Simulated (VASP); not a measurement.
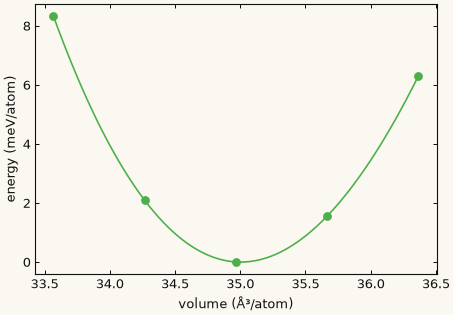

The figure shows the energy against volume for Sn, space group Fd-3m (No. 227).

The given structure:
```
CELL_PARAMETERS angstrom
0.00000 3.27001 3.27001
3.27001 0.00000 3.27001
3.27001 3.27001 0.00000
ATOMIC_POSITIONS crystal
Sn 0.75000 0.75000 0.75000
Sn 0.50000 0.50000 0.50000
```

Computed with VASP 6.6.1: plane-wave DFT, no spin polarisation; energies at scaled volumes of the given cell, shape and fractions fixed, counted from the fit's minimum, third-order Birch-Murnaghan fit. Level: PBEsol.

- k mesh: 6×6×6
- occupations: Fermi–Dirac
- smearing width: 0.05 eV
- potentials: VASP PAW PBE potentials, recommended
- wave cutoff: 520 eV

From this curve and the settings, what does the calculation give for the pressure at the same points?

The pressure falls from 1.81 GPa at volume 33.57 Å³/atom to −1.52 GPa at 36.36 Å³/atom, and changes sign near 34.94 Å³/atom.

```tsv
volume (Å³/atom)	pressure (GPa)
33.57	1.81
34.27	0.89
34.97	-0.03
35.67	-0.82
36.36	-1.52
```
